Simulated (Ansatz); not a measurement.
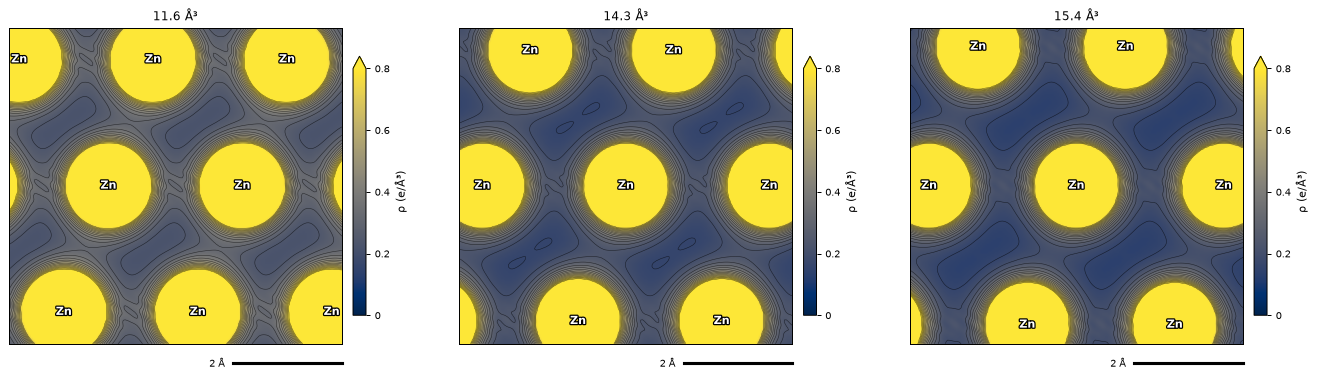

Zn. The valence charge density (pseudo) of cells scaled evenly to different volumes (given per atom above each panel), on the (11̄0) plane of each (indices in the axes of the cell below), at one length scale and on one colour scale.

A structure from a database of computed crystals, not necessarily the ambient phase.

Method: Ansatz, Kohn-Sham DFT of a periodic cell, PBEsol, Ansatz PAW.

The largest cell:

```xyz
1
Lattice="-1.5690 1.5690 1.5690 1.5690 -1.5690 1.5690 1.5690 1.5690 -1.5690" Properties=species:S:1:pos:R:3 pbc="T T T"
Zn    0.0000    0.0000    0.0000
```

| volume (Å³/atom) | Zn–Zn contact in the plane (Å) | ρ at its midpoint (e/Å³) | pressure (GPa) | 
| --- | --- | --- | --- |
| 11.58 | 2.468 | 0.310 | 30.0 | 
| 13.95 | 2.626 | ? | ? | 
| 14.27 | 2.646 | 0.257 | 0.0 | 
| 15.45 | 2.718 | 0.234 | −6.3 | 

**What values belong in the row with question marks?**

Over the known rows ln ρ falls by 1.11 per Å of Zn–Zn distance (a least-squares line), which gives 0.261 e/Å³ at 2.626 Å; the calculation gives 0.261 e/Å³. For the pressure, a straight line in volume between the neighbouring rows gives 3.6 GPa; the calculation gives 2.0, lower because pressure rises ever faster on compression.
